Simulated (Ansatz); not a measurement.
# Geometry relaxation, with input and output: Re

The run: geometry relaxation of Re (slab, 6 atoms in the cell). Method and program: DFT, PBE, all-electron LAPW, scalar-relativistic (Ansatz 0.2.0).

The run did not end well. It belongs to a series of runs on one base structure; here: atoms relaxed, LAPW.

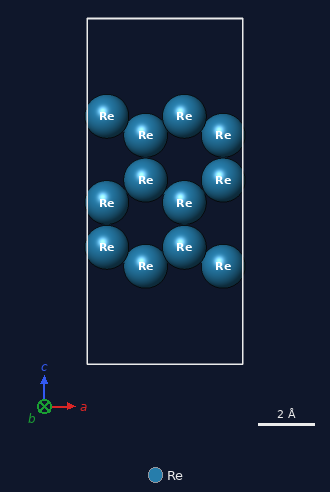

**Figure 1.** The structure as given in the input (spheres-only view of the 2 × 1 repeat of the cell, with the vacuum cut short, along the b axis). An atom can appear more than once, as a periodic image.

What the run reported

```csv
quantity,value
outcome,stopped at the time limit
hardware,"2 threads of Arm Neoverse V2, 24 GiB of memory available, shared host"
wall time,15 min (CPU time 30 min)
peak memory,2.5 GiB
```

Diagnosis

The run was cut off by its time limit, so the output is incomplete.

Input file
```yaml
crystal:
  lattice:
    - [2.7758621372, 0.0, 0.0]
    - [0.0, 4.481884607, 0.0]
    - [0.0, 0.0, 21.6093]
  atoms:
    - { symbol: Re, position: [0.75, 0.75, 0.3758865937] }
    - { symbol: Re, position: [0.25, 0.25, 0.4072831877] }
    - { symbol: Re, position: [0.25, 0.75, 0.4814633205] }
    - { symbol: Re, position: [0.75, 0.25, 0.518536681] }
    - { symbol: Re, position: [0.75, 0.75, 0.5927168111] }
    - { symbol: Re, position: [0.25, 0.25, 0.6241134061] }
kpoints:
  mp_grid: { grid: [15, 9, 1] }
scf:
  occupations: { method: fermi_dirac, width: 0.08 }
hamiltonian:
  xc: pbe
  pseudopotentials: { kind: all_electron, lapw: { basis_error: 0.001 } }
output:
  forces: true
  stress: true
  eigenvalues: true
relax:
  f_tol: 0.01
  max_steps: 12
efield:
  axis: 3
  amplitude: 0
  dipole_correction: true
```

Run as:
```bash
ansatz run input.yaml --threads 2 --pin off --max-ram 4096MiB --backend cpu --events-out ev --progress --plain --runs-dir out
```

The program's output
```
The last accepted step is kept in [file] (removed where the run ends without a failure and the disk answers)
LAPW: plane waves up to 9.241 Å⁻¹, error target 1.0e-3 eV per atom; small_component_spin mean_spin; Re in spheres of 1.295 Å, 45 of its electrons in bands, Dirac shells [] (how accurate: hamiltonian.pseudopotentials.lapw.basis_error, Limitations)
Engine: ansatz 0.2.0, aarch64-unknown-linux-gnu
Pseudopotentials: kind: all_electron
Pseudopotential: Re, LAPW, valence charge 45, lapw/all_electron/scalar/gaussian/Re, Koelling and Harmon's equation, gaussian nucleus
Functional definition: PBE
  parameter kappa = 0.804
  parameter beta = 0.06672455060314922
  exchange = pbe_x(kappa = kappa, mu = beta*pi^2/3)
  correlation = pbe_c(beta = beta)
Crystal: 6 atoms, lattice volume = 268.843 Å³
Basis set: ecut = 325.3498988699182 eV, 3583 PW (Γ), exchange–correlation at level 2
Bands: 162, of which v1, the nominal top of the filled ones, is band 135 counted from 1 (134 counted from 0)
Symmetry: 4 space group operations
k-points: 40 of 135
Non-local potential: Re, projectors of the file, none
Initial density: superposition of atomic densities (neutral atoms: chi_scale 0, normalization atom)
Initial wavefunctions: plane waves of lowest kinetic energy (no species holds an atomic orbital)
Functional: x = pbe(κ = 0.804, μ = 0.2195149727645171), c = pbe(β = 0.06672455060314922)
iter 1 solved again at ethr=6.66e-3 eV; its pass at ethr=1.00e-1 eV (dr2=1.80e1 eV) is discarded
SCF iter   1: F=—  HF=-2724916.167999 eV  |F-HF|=—  |Δ(HF+E_count)|=         —  Δρ=3.23e-2  dr2=1.80e1  ethr=6.66e-3  p=0.000 e·Å  D=5.44e-14 V/Å  ΔV_dip=-0.00 eV  dr2_dipole=7.62e-15  V_vac-E_F(+/−)=7.15/7.15 eV  ⟨swp⟩=2.0  Hψ=38959  notcnv=0
efield: sawtooth ramp at fractional position 0.9500 (placed from the atoms, in the widest stretch of the axis that holds none; the zero of the levels goes with the place), width 0.1000; the density the first Hamiltonian is built on has a dipole p = 0.000 e·Å; the dipole correction subtracts the counter field D = 7.10e-13 V/Å, which shifts the + side's vacuum level by -0.00 eV against the − side's; the planar-averaged density in the ramp window peaks in size at 6.5e-7 e/Å³
preconditioner: auto → LDOS  [metal: Δε(μ)=0.021 eV  Ē_g=34.921 eV  σ=0.080 eV  W_gap=0.06  n_scr=94 (ndim 8)  ℏωp=28.8 eV  f_vac=0.626  D(μ)=5.08/eV (n_scr^D=30)  β→1.0]
SCF iter   2: F=—  HF=-2724914.325237 eV  |F-HF|=—  |Δ(HF+E_count)|=    1.84e0  Δρ=2.28e-2  dr2=7.44e0  ethr=6.66e-3  p=0.000 e·Å  D=4.57e-9 V/Å  ΔV_dip=-0.00 eV  dr2_dipole=3.30e-17  V_vac-E_F(+/−)=4.46/4.46 eV  ⟨swp⟩=3.0  Hψ=20474  notcnv=0
iter 3 solved again at ethr=1.54e-4 eV; its pass at ethr=2.75e-3 eV (dr2=4.17e-1 eV) is discarded
SCF iter   3: F=—  HF=-2724913.344698 eV  |F-HF|=—  |Δ(HF+E_count)|=   9.81e-1  Δρ=5.17e-3  dr2=4.17e-1  ethr=1.54e-4  p=-0.000 e·Å  D=-3.30e-9 V/Å  ΔV_dip=0.00 eV  dr2_dipole=7.96e-16  V_vac-E_F(+/−)=5.28/5.28 eV  ⟨swp⟩=2.0  Hψ=31530  notcnv=0
SCF iter   4: F=—  HF=-2724913.238749 eV  |F-HF|=—  |Δ(HF+E_count)|=         —  Δρ=1.62e-3  dr2=2.53e-2  ethr=1.54e-4  p=0.000 e·Å  D=9.73e-9 V/Å  ΔV_dip=-0.00 eV  dr2_dipole=1.45e-15  V_vac-E_F(+/−)=4.93/4.93 eV  ⟨swp⟩=2.8  Hψ=19496  notcnv=0
the basis was enlarged: its passes take 1.8 MiB over the memory plan, 2 of 2 planned eigensolver slots
SCF iter   5: F=—  HF=-2724913.232581 eV  |F-HF|=—  |Δ(HF+E_count)|=   6.17e-3  Δρ=7.84e-4  dr2=4.13e-3  ethr=9.37e-6  p=-0.000 e·Å  D=-1.19e-8 V/Å  ΔV_dip=0.00 eV  dr2_dipole=7.89e-15  V_vac-E_F(+/−)=4.76/4.76 eV  ⟨swp⟩=3.0  Hψ=19617  notcnv=0
SCF iter   6: F=—  HF=-2724913.232250 eV  |F-HF|=—  |Δ(HF+E_count)|=   3.31e-4  Δρ=2.76e-4  dr2=4.23e-4  ethr=1.53e-6  p=0.000 e·Å  D=3.56e-8 V/Å  ΔV_dip=-0.00 eV  dr2_dipole=3.13e-14  V_vac-E_F(+/−)=4.73/4.73 eV  ⟨swp⟩=2.5  Hψ=19085  notcnv=0
SCF iter   7: F=—  HF=-2724913.232336 eV  |F-HF|=—  |Δ(HF+E_count)|=   8.61e-5  Δρ=6.60e-5  dr2=5.87e-5  ethr=1.57e-7  p=0.000 e·Å  D=1.50e-9 V/Å  ΔV_dip=-0.00 eV  dr2_dipole=5.29e-16  V_vac-E_F(+/−)=4.70/4.70 eV  ⟨swp⟩=3.0  Hψ=19565  notcnv=0
SCF iter   8: F=—  HF=-2724913.232341 eV  |F-HF|=—  |Δ(HF+E_count)|=   5.05e-6  Δρ=2.77e-5  dr2=1.25e-5  ethr=2.17e-8  p=0.000 e·Å  D=3.05e-8 V/Å  ΔV_dip=-0.00 eV  dr2_dipole=3.49e-14  V_vac-E_F(+/−)=4.69/4.69 eV  ⟨swp⟩=3.0  Hψ=19725  notcnv=0
SCF iter   9: F=-2724913.232342 eV  HF=-2724913.232342 eV  |F-HF|=1.20e-7  |Δ(HF+E_count)|=   7.43e-7  Δρ=6.40e-6  dr2=1.47e-7  ethr=4.63e-9  p=0.000 e·Å  D=1.11e-8 V/Å  ΔV_dip=-0.00 eV  dr2_dipole=5.14e-16  V_vac-E_F(+/−)=4.69/4.69 eV  ⟨swp⟩=3.0  Hψ=19955  notcnv=0
SCF 1 converged in 9 iterations: F = -2724913.232342 eV  dr2 = 1.47e-7
relax step   1: F+E_penalty+E_count = -2724913.23234228 eV  Δ(F+E_penalty+E_count) = +0.000e0 eV  max|allowed force component| = 1.486e-2 eV/Å  Δτ_max = 0.0000 Å  (9 SCF iters, dr2 threshold 2.50e-6 eV, accepted)
Initial density: handed on by an earlier stage of this run
Initial wavefunctions: those handed on with the density
iter 1 solved again at ethr=2.73e-7 eV; its pass at ethr=1.00e-1 eV (dr2=7.36e-4 eV) is discarded
SCF iter   1: F=—  HF=-2724913.232337 eV  |F-HF|=—  |Δ(HF+E_count)|=         —  Δρ=2.21e-4  dr2=1.05e-3  ethr=2.73e-7  p=0.000 e·Å  D=3.38e-8 V/Å  ΔV_dip=-0.00 eV  dr2_dipole=2.28e-12  V_vac-E_F(+/−)=4.69/4.69 eV  ⟨swp⟩=4.0  Hψ=30340  notcnv=0
efield: sawtooth ramp at fractional position 0.9500 (handed on by an earlier solve), width 0.1000; the density the first Hamiltonian is built on has a dipole p = 0.000 e·Å; the dipole correction subtracts the counter field D = 3.38e-8 V/Å, which shifts the + side's vacuum level by -0.00 eV against the − side's; the planar-averaged density in the ramp window peaks in size at 3.2e-7 e/Å³
preconditioner: auto → LDOS  [metal: Δε(μ)=0.013 eV  Ē_g=34.664 eV  σ=0.080 eV  W_gap=0.04  n_scr=94 (ndim 8)  ℏωp=28.8 eV  f_vac=0.629  D(μ)=6.02/eV (n_scr^D=30)  β→1.0]
SCF iter   2: F=—  HF=-2724913.232279 eV  |F-HF|=—  |Δ(HF+E_count)|=   5.74e-5  Δρ=1.02e-4  dr2=1.13e-4  ethr=2.73e-7  p=0.000 e·Å  D=2.30e-8 V/Å  ΔV_dip=-0.00 eV  dr2_dipole=1.09e-14  V_vac-E_F(+/−)=4.69/4.69 eV  ⟨swp⟩=2.0  Hψ=19047  notcnv=0
```

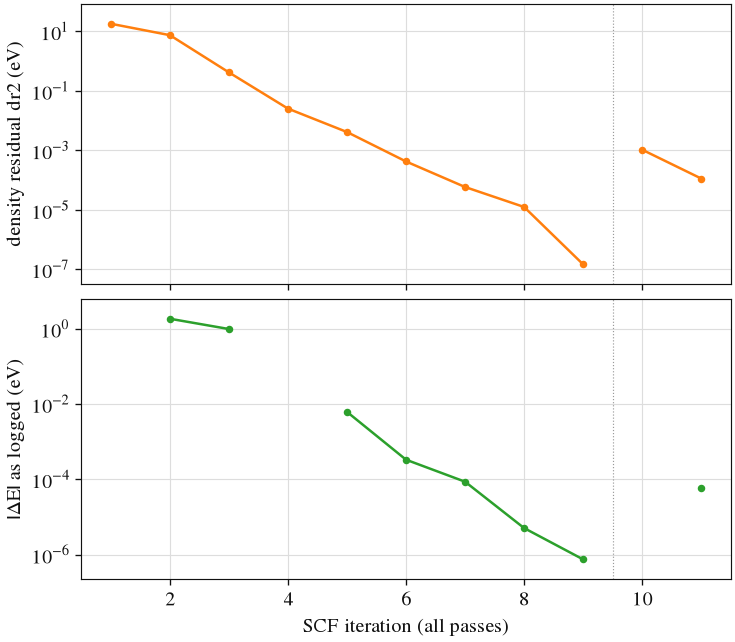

**Figure 2.** Convergence of the self-consistent field: density residual dr2 and size of the energy change against the SCF iteration. Dotted lines part the SCF passes that the log prints in full.
